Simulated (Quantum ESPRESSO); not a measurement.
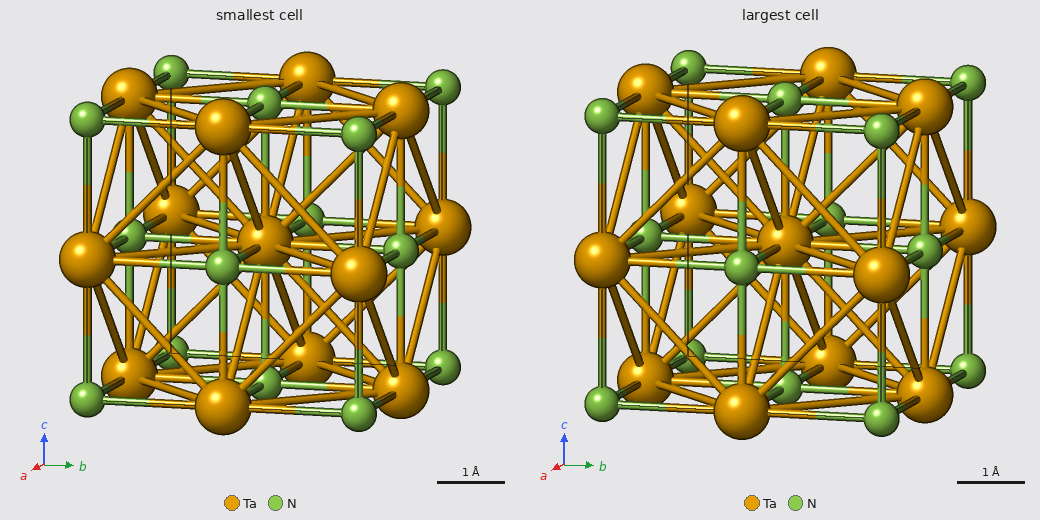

TaN, rock salt (NaCl type), space group Fm-3m (No. 225), relaxed (cell and atoms, zero pressure) with six choices of dispersion term on top of PBE; the smallest and the largest of the relaxed conventional cells are drawn to one scale (sticks follow a distance rule). The start was a structure listed in the Materials Project. It needn't be the stable form of this composition.

Alike in all runs: Quantum ESPRESSO 7.5; functional PBE; potentials PseudoDojo 0.4.1 SR PBE standard; cutoff 1143 eV; k mesh 10 × 10 × 10 on the run's cell of 2 atoms; occupations fermi-dirac, width 0.05 eV; no spin polarisation; no spin-orbit coupling. All runs are metallic.

| level | volume (Å³/atom) | a (Å) |
| --- | --- | --- |
| D2 | ? | ? |
| none | 10.76 | 4.415 |
| D3M(BJ) | 9.88 | 4.292 |
| rVV10 | 10.62 | 4.396 |
| D3 | 10.58 | 4.390 |
| D3(BJ) | 10.57 | 4.390 |

> What does D2 give?

Volume 10.39 Å³/atom; a 4.364 Å. That is between D3M(BJ) and D3(BJ) in volume.

> Order the levels by the relaxed volume, smallest first.

D3M(BJ) (9.88 Å³/atom), D2 (10.39 Å³/atom), D3(BJ) (10.57 Å³/atom), D3 (10.58 Å³/atom), rVV10 (10.62 Å³/atom), none (10.76 Å³/atom). Rows within a few tenths of a per cent can't be told apart.

Caveat: pairwise dispersion terms can overbind metals strongly; spin-orbit coupling is left out, which matters for Ta, if less for volumes and forces than for levels.
